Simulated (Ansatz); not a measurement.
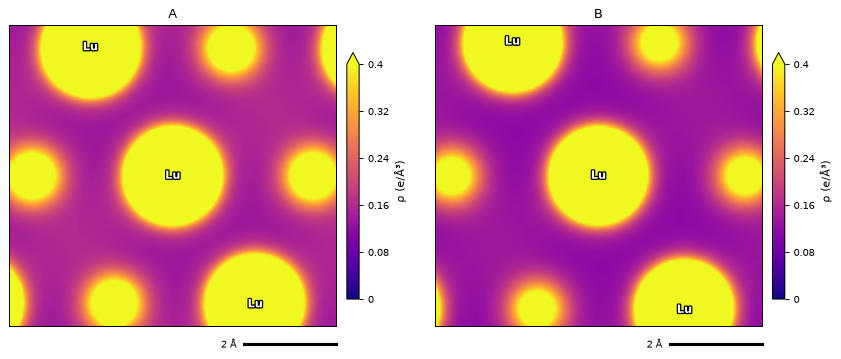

Lu. The valence pseudo-density of two cells that differ in size, on the (11̄0) plane of each (indices in the axes of the calculation cell), at one length scale and on one colour scale; one has 24.2 and the other 27.5 Å³ an atom.

Theory: DFT, PBEsol, plane waves (420 eV) with PAW, scalar-relativistic (Ansatz).

The density is the valence pseudo-density of a PAW calculation; it isn't the true density close to the nuclei.

**Which panel shows the smaller cell, and what does the compression change?**

Panel A is the smaller cell, by 12 % in volume. From the larger cell to the smaller, Lu–Lu goes from 3.44 to 3.30 Å, and the density at its midpoint from 0.12 to 0.14 e/Å³; the pressure goes from 0.0 to 8 GPa.
